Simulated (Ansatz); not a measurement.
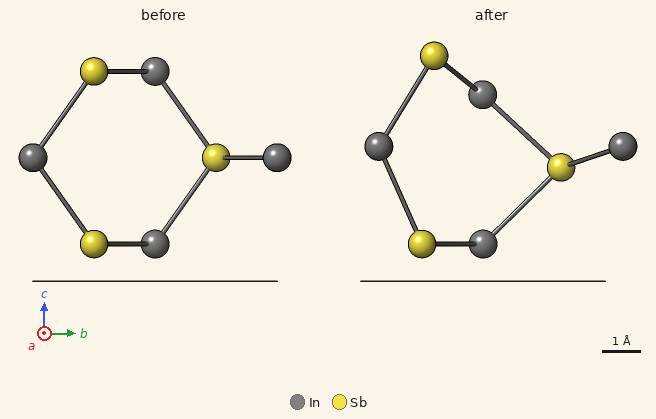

The structure of a slab of composition InSb (cut from the F-43m phase) before (left) and after (right) a constrained relaxation, at one scale.

The picture is a ball-and-stick view of the cell of the calculation, outlined in the plane, without the vacuum, seen along the a axis.

Case: clean slab, lower planes held. The slab is the (1 1 0) face of InSb. 4 atoms are held fixed.

Computed with DFT PBE+D3(BJ), scalar-relativistic, plane waves, PAW in Ansatz 0.2.0. Settings: plane-wave cutoff 420 eV; k-point mesh 2 × 3 × 1; occupations gaussian; smearing width 0.1 eV; no spin polarisation; dipole correction; atoms relaxed in a fixed cell; force threshold 0.03 eV/Å; at most 70 steps.

Q: Summarise the run.

A: The largest moves, 0.63 Å, are those of In atoms. By element the largest moves are In 0.63 Å, Sb 0.53 Å. The cell doesn't change. Some distances before and after: In–Sb 2.835 → 2.932 Å, In–Sb 2.835 → 2.903 Å, In–Sb 2.835 → 2.867 Å. Bond angles that change, for instance: In–Sb–In 109.5° → 85.7°, In–Sb–In 109.5° → 87.3°, Sb–In–Sb 109.5° → 93.1°. After 6 geometry steps the energy has fallen by 1.545 eV per cell of the calculation. The largest force component goes from 0.84 to 0.018 eV/Å.
